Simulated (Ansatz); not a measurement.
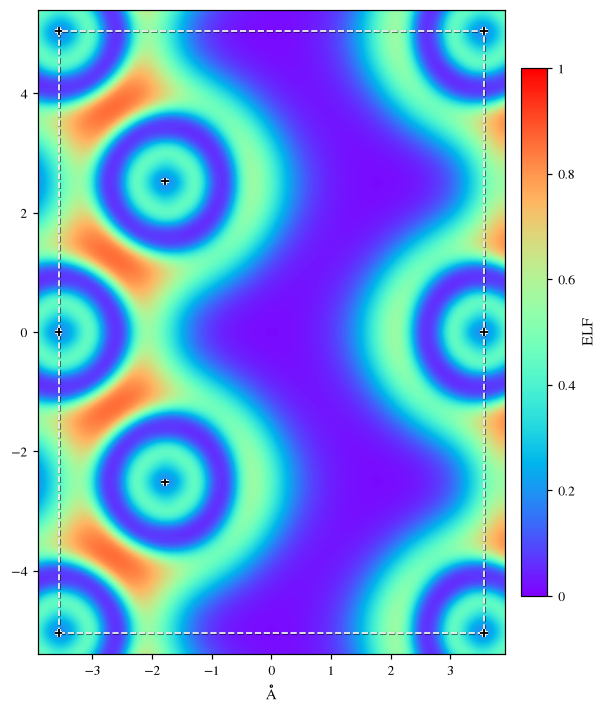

The ELF on a plane through atoms (crosses mark nuclei in the plane).

Level of theory: DFT, BLYP, plane waves (420 eV) with PAW, scalar-relativistic (Ansatz).

Candidates:
A. Fe, a = 4.75 Å, b = 4.75 Å, c = 4.75 Å, α = 90.00°, β = 90.00°, γ = 90.00°. Space group Pm-3m; set up as Fe, simple cubic; a generated structure, not necessarily the stable one; changed on purpose from its base cell (volume × 0.96); computed pressure about 3 GPa in this cell; spin-polarised.
B. Cr, a = 3.56 Å, b = 3.56 Å, c = 3.56 Å, α = 90.00°, β = 90.00°, γ = 90.00°. Space group Fm-3m; set up as Cr, fcc; a generated structure, not necessarily the stable one; changed on purpose from its base cell (volume × 0.92); computed pressure about 21 GPa in this cell; computed without spin polarisation.
C. Mg, a = 7.14 Å, b = 7.14 Å, c = 7.14 Å, α = 90.00°, β = 90.00°, γ = 90.00°. Space group Fd-3m; set up as Mg, diamond; a generated structure, not necessarily the stable one.

### Which system is this?

Candidate C: Mg on the (011) plane of the conventional cell, which holds Mg. Mg–Mg (3.09 Å): the ELF peaks at about 0.85 between the atoms.
